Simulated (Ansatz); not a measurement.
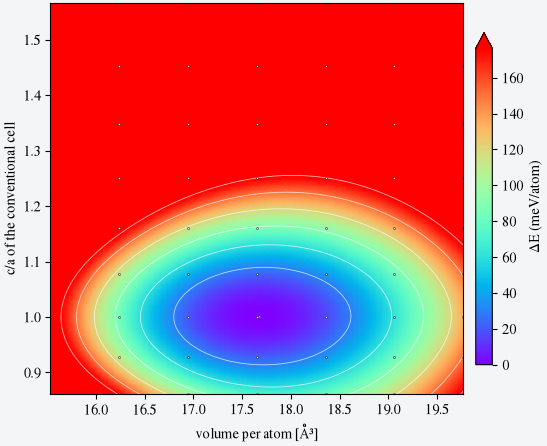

Ta (Im-3m, No. 229; 1 atom in the cell). 
- The energy is mapped over volume and the cell's shape.
- The first coordinate is: volume per atom; the second: c/a of the conventional cell.
- Nothing is relaxed (symmetry fixes all fractional coordinates).
- The scan uses a 7 × 9 grid.
- Points are written as (first, second).
- Energies are in meV/atom, from the lowest grid point.
- Method: DFT PBEsol, scalar-relativistic, plane waves, PAW in Ansatz. Settings: cutoff 420 eV, k-mesh 22×22×22, gaussian smearing 0.15 eV, no spin polarisation.

Drawn: a smooth colour map with a few white contour lines, dots at the grid points, one colour for all values above the top of the scale. Between grid points the surface is interpolated.

Estimate the position of the minimum and the force constants in these coordinates.

Answer. The interpolated minimum is at volume per atom ≈ 17.65 Å³, c/a of the conventional cell ≈ 1.000. The curvatures there are about 0.072 eV/(Å³)² and 8.5 eV, with a cross term of about 0 eV/Å³ (per cell of 1 atoms). Round the minimum the two coordinates are nearly uncoupled.

PAW datasets: the set soft_1.
